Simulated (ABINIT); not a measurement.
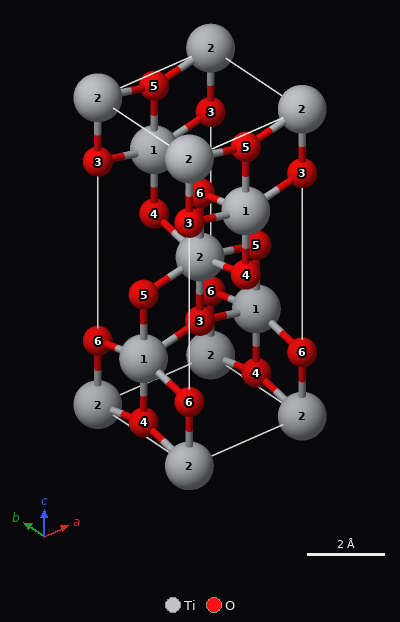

**Figure 1.** The structure (ball-and-stick view of the cell 2 times as large as that of the calculation, set on its symmetry axes, seen at an oblique angle; atoms are numbered from 1 in the order of the input). An atom can appear more than once, as a periodic image. Near neighbours in the periodic cell (some may lie outside the picture): Ti has 6 O at 1.93 to 1.98 Å; O has 3 Ti at 1.93 to 1.98 Å.

# Run report: TiO$_{2}$, oneshot calculation (part 1 of 2)

The run: oneshot calculation of TiO$_{2}$ (6 atoms in the cell). Method and program: Kohn-Sham DFT of a periodic cell, LDA, PseudoDojo NC SR LDA v0.4.1 standard (ABINIT 10.8.3).

The structure derives from an entry of the Crystallography Open Database. The run did not end well.

**Input file**
```
ndtset 3

pp_dirpath "./"
pseudos "Ti.upf, O.upf"

acell 3*1.0 Angstrom
rprim
    -1.8921000000     1.8921000000     4.7573000000
     1.8921000000    -1.8921000000     4.7573000000
     1.8921000000     1.8921000000    -4.7573000000
ntypat 2
znucl 22 8
natom 6
typat 1 1 2 2 2 2
xred
            3/4            1/4            1/2
            0.0            0.0            0.0
   0.7919000000   0.7919000000            0.0
   0.5419000000   0.0419000000            1/2
   0.9581000000   0.4581000000            1/2
   0.2081000000   0.2081000000            0.0

ecut 952.398519 eV

kptopt 1
ngkpt 6 6 6
nshiftk 1
shiftk 0.0 0.0 0.0
istwfk *1

ixc 7

occopt 1

nstep 80
diemac 6.0

iomode 3
prteig 0
prtebands 0

nband1 24
tolvrs1 1.0e-12
prtden1 1
prtwf1 0

iscf2 -2
getden2 1
nband2 36
nbdbuf2 4
tolwfr2 1.0e-12
nstep2 120
prtden2 0

optdriver3 4
getwfk3 2
nband3 32
ecutsigx3 35.0
ecutwfn3 35.0
symsigma3 1
gwcalctyp3 15
ixc_sigma3 -428
getden3 1
fftgw3 01
gw_qprange3 -28
```

Machine: 4 threads of Intel Xeon (Sapphire Rapids), 176 GiB of memory available, shared host.

Launch command:
```bash
mpirun --bind-to none -np 4 abinit run.abi > log 2>&1
```

**What the program printed**
```
.Version 10.8.3 of ABINIT
 DATASET    1 : space group I4_1/a m d (#141); Bravais tI (body-center tetrag.)
================================================================================
 Values of the parameters that define the memory need for DATASET  1.
     intxc =       0    ionmov =       0      iscf =       7    lmnmax =       6
     lnmax =       6     mgfft =      60  mpssoang =       3    mqgrid =    3001
     natom =       6  nloc_mem =       1    nspden =       1   nspinor =       1
    nsppol =       1      nsym =      16    n1xccc =    2501    ntypat =       2
    occopt =       1   xclevel =       1
       mpw =        4584          nfft =      216000          nkpt =          30
================================================================================
================================================================================

 DATASET    2 : space group I4_1/a m d (#141); Bravais tI (body-center tetrag.)
================================================================================
 Values of the parameters that define the memory need for DATASET  2.
     intxc =       0    ionmov =       0      iscf =      -2    lmnmax =       6
     lnmax =       6     mgfft =      60  mpssoang =       3    mqgrid =    3001
     natom =       6  nloc_mem =       1    nspden =       1   nspinor =       1
    nsppol =       1      nsym =      16    n1xccc =    2501    ntypat =       2
    occopt =       1   xclevel =       1
       mpw =        4584          nfft =      216000          nkpt =          30
================================================================================
================================================================================

 DATASET    3 : space group I4_1/a m d (#141); Bravais tI (body-center tetrag.)
================================================================================
 Values of the parameters that define the memory need for DATASET  3.
     intxc =       0    ionmov =       0      iscf =       7    lmnmax =       6
     lnmax =       6     mgfft =      60  mpssoang =       3    mqgrid =    3001
     natom =       6  nloc_mem =       1    nspden =       1   nspinor =       1
    nsppol =       1      nsym =      16    n1xccc =    2501    ntypat =       2
    occopt =       1   xclevel =       2
       mpw =        4584          nfft =      216000          nkpt =          30
================================================================================
================================================================================

--------------------------------------------------------------------------------
------------- Echo of variables that govern the present computation ------------
--------------------------------------------------------------------------------
 -outvars: echo values of preprocessed input variables --------
            acell      1.8897261259E+00  1.8897261259E+00  1.8897261259E+00 Bohr
              amu      4.78800000E+01  1.59994000E+01
           diemac      6.00000000E+00
             ecut1     3.50000000E+01 Hartree
             ecut2     3.50000000E+01 Hartree
             ecut3     3.50000000E+01 Hartree
         ecutsigx1     0.00000000E+00 Hartree
         ecutsigx2     0.00000000E+00 Hartree
         ecutsigx3     3.50000000E+01 Hartree
          ecutwfn1     0.00000000E+00 Hartree
          ecutwfn2     0.00000000E+00 Hartree
          ecutwfn3     3.50000000E+01 Hartree
            fftgw1         21
            fftgw2         21
            fftgw3          1
           getden1          0
           getden2          1
           getden3          1
           getwfk1          0
           getwfk2          0
           getwfk3          2
        gwcalctyp1          0
        gwcalctyp2          0
        gwcalctyp3         15
       gw_qprange1          0
       gw_qprange2          0
       gw_qprange3        -28
             iscf1          7
             iscf2         -2
             iscf3          7
              ixc           7
        ixc_sigma1          1
        ixc_sigma2          1
        ixc_sigma3       -428
           jdtset        1    2    3
                       outvar_i_n : Printing only first  50 k-points.
         kptrlatt        6    0    0      0    6    0      0    0    6
          kptrlen      4.29066096E+01
            natom           6
            nband1         24
            nband2         36
            nband3         32
          nbandhf          24
           nbdbuf1          0
           nbdbuf2          4
           nbdbuf3          0
           ndtset           3
            ngfft          60      60      60
             nkpt          30
           nkpthf         216
          npwsigx1          0
          npwsigx2          0
          npwsigx3       4575
            nstep1         80
            nstep2        120
            nstep3         80
             nsym          16
           ntypat           2
        optdriver1          0
        optdriver2          0
        optdriver3          4
           prtden1          1
           prtden2          0
           prtden3          1
        prtebands           0
           prteig           0
            prtwf1          0
            prtwf2          1
            prtwf3          1
            rprim     -1.8921000000E+00  1.8921000000E+00  4.7573000000E+00
                       1.8921000000E+00 -1.8921000000E+00  4.7573000000E+00
                       1.8921000000E+00  1.8921000000E+00 -4.7573000000E+00
          spgroup         141
           tolvrs1     1.00000000E-12
           tolvrs2     0.00000000E+00
           tolvrs3     0.00000000E+00
           tolwfr1     0.00000000E+00
           tolwfr2     1.00000000E-12
           tolwfr3     0.00000000E+00
            typat      1  1  2  2  2  2
          usefock1          0
          usefock2          0
          usefock3          1
           xangst      1.1750094465E-16  1.8921000000E+00  2.3786500000E+00
                       0.0000000000E+00  0.0000000000E+00  0.0000000000E+00
                       7.8518526085E-17 -8.3253189295E-17  7.5346117400E+00
                      -2.4936590812E-17  1.8921000000E+00  3.9866174000E-01
                       1.1750094465E-16  1.8921000000E+00  4.3586382600E+00
                       2.0881547650E-17 -2.2125749461E-17  1.9799882600E+00
            xcart      2.2204460493E-16  3.5755508028E+00  4.4949970494E+00
                       0.0000000000E+00  0.0000000000E+00  0.0000000000E+00
                       1.4837851011E-16 -1.5732572688E-16  1.4238352654E+01
                      -4.7123327148E-17  3.5755508028E+00  7.5336150548E-01
                       2.2204460493E-16  3.5755508028E+00  8.2366325933E+00
                       3.9460406144E-17 -4.1811606813E-17  3.7416355439E+00
             xred      7.5000000000E-01  2.5000000000E-01  5.0000000000E-01
                       0.0000000000E+00  0.0000000000E+00  0.0000000000E+00
                       7.9190000000E-01  7.9190000000E-01 -1.2511662203E-18
                       5.4190000000E-01  4.1900000000E-02  5.0000000000E-01
                       9.5810000000E-01  4.5810000000E-01  5.0000000000E-01
                       2.0810000000E-01  2.0810000000E-01 -3.2878859761E-19
            znucl       22.00000    8.00000

================================================================================

 chkinp: Checking input parameters for consistency, jdtset=   1.

 chkinp: Checking input parameters for consistency, jdtset=   2.

 chkinp: Checking input parameters for consistency, jdtset=   3.

================================================================================
== DATASET  1 ==================================================================

--- !DatasetInfo
iteration_state: {dtset: 1, }
dimensions: {natom: 6, nkpt: 30, mband: 24, nsppol: 1, nspinor: 1, nspden: 1, mpw: 4584, }
cutoff_energies: {ecut:  35.0, pawecutdg:  -1.0, }
electrons: {nelect:   4.80000000E+01, charge:   0.00000000E+00, occopt:   1.00000000E+00, tsmear:   1.00000000E-02, }
meta: {optdriver: 0, ionmov: 0, optcell: 0, iscf: 7, paral_kgb: 0, }
...

 Exchange-correlation functional for the present dataset will be:
  LDA: Perdew-Wang 92 LSD fit to Ceperley-Alder data - ixc=7
  J.P.Perdew and Y.Wang, PRB 45, 13244 (1992)

 Real(R)+Recip(G) space primitive vectors, cartesian coordinates (Bohr,Bohr^-1):
 R(1)= -3.5755508  3.5755508  8.9899941  G(1)=  0.0000000  0.1398386  0.0556174
 R(2)=  3.5755508 -3.5755508  8.9899941  G(2)=  0.1398386  0.0000000  0.0556174
 R(3)=  3.5755508  3.5755508 -8.9899941  G(3)=  0.1398386  0.1398386  0.0000000
 Unit cell volume ucvol=  4.5973260E+02 bohr^3
 Angles (23,13,12)=  1.39434593E+02  1.39434593E+02  5.87128032E+01 degrees

 getcut: wavevector=  0.0000  0.0000  0.0000  ngfft=  60  60  60
         ecut(hartree)=     35.000   => boxcut(ratio)=   2.18455

--- Pseudopotential description ------------------------------------------------
- pspini: atom type   1  psp file is ./Ti.upf
  22.00000  12.00000  180309                  znucl, zion, pspdat
12 -1012 2 -1 1568                            pspcod,pspxc,lmax,lloc,mmax
     nproj     2     2     2

- pspini: atom type   2  psp file is ./O.upf
   8.00000   6.00000  201201                  znucl, zion, pspdat
12 -1012 2 -1 926                             pspcod,pspxc,lmax,lloc,mmax
     nproj     2     2     1

   2.62990117E+03                                ecore*ucvol(ha*bohr**3)
--------------------------------------------------------------------------------

================================================================================

--- !BeginCycle
iteration_state: {dtset: 1, }
solver: {iscf: 7, nstep: 80, nline: 4, wfoptalg: 0, }
tolerances: {tolvrs: 1.00E-12, }
...

     iter   Etot(hartree)      deltaE(h)  residm     vres2
 ETOT  1  -184.24113822012    -1.842E+02 2.610E-01 4.301E+03
 ETOT  2  -178.03482039569     6.206E+00 1.460E-01 4.863E+04
 ETOT  3  -184.98740601364    -6.953E+00 9.045E-02 6.318E+02
 ETOT  4  -185.02154659520    -3.414E-02 8.252E-02 5.978E+02
 ETOT  5  -185.07976808351    -5.822E-02 4.983E-03 1.501E+02
 ETOT  6  -185.09260496625    -1.284E-02 8.561E-03 3.110E+01
 ETOT  7  -185.09656832878    -3.963E-03 2.370E-04 9.340E-01
 ETOT  8  -185.09678556969    -2.172E-04 4.701E-04 1.509E-01
 ETOT  9  -185.09679172134    -6.152E-06 2.007E-05 8.713E-02
 ETOT 10  -185.09680566084    -1.394E-05 3.384E-05 4.191E-03
 ETOT 11  -185.09680673622    -1.075E-06 1.736E-06 2.256E-04
 ETOT 12  -185.09680685814    -1.219E-07 2.337E-06 4.551E-06
 ETOT 13  -185.09680688284    -2.470E-08 1.513E-07 1.499E-05
 ETOT 14  -185.09680689146    -8.617E-09 1.659E-07 2.028E-06
 ETOT 15  -185.09680689358    -2.119E-09 1.360E-08 2.781E-07
 ETOT 16  -185.09680689412    -5.449E-10 1.173E-08 4.518E-09
 ETOT 17  -185.09680689427    -1.487E-10 1.259E-09 3.316E-09
 ETOT 18  -185.09680689430    -3.473E-11 8.277E-10 8.453E-10
 ETOT 19  -185.09680689431    -1.052E-11 1.186E-10 1.967E-10
 ETOT 20  -185.09680689431    -2.842E-14 5.810E-11 2.454E-10
 ETOT 21  -185.09680689431     1.137E-13 1.096E-11 3.811E-10
 ETOT 22  -185.09680689431     1.506E-12 4.199E-12 2.769E-12
 ETOT 23  -185.09680689432    -7.958E-12 5.497E-13 7.555E-11
 ETOT 24  -185.09680689431     7.134E-12 4.079E-13 2.914E-11
 ETOT 25  -185.09680689431     3.070E-12 6.318E-14 1.369E-11
 ETOT 26  -185.09680689432    -9.408E-12 3.947E-14 4.809E-13

 At SCF step   26       vres2   =  4.81E-13 < tolvrs=  1.00E-12 =>converged.

 Cartesian components of stress tensor (hartree/bohr^3)
  sigma(1 1)=  3.17164752E-04  sigma(3 2)=  0.00000000E+00
  sigma(2 2)=  3.17164752E-04  sigma(3 1)=  0.00000000E+00
  sigma(3 3)=  2.87921384E-04  sigma(2 1)=  0.00000000E+00
```
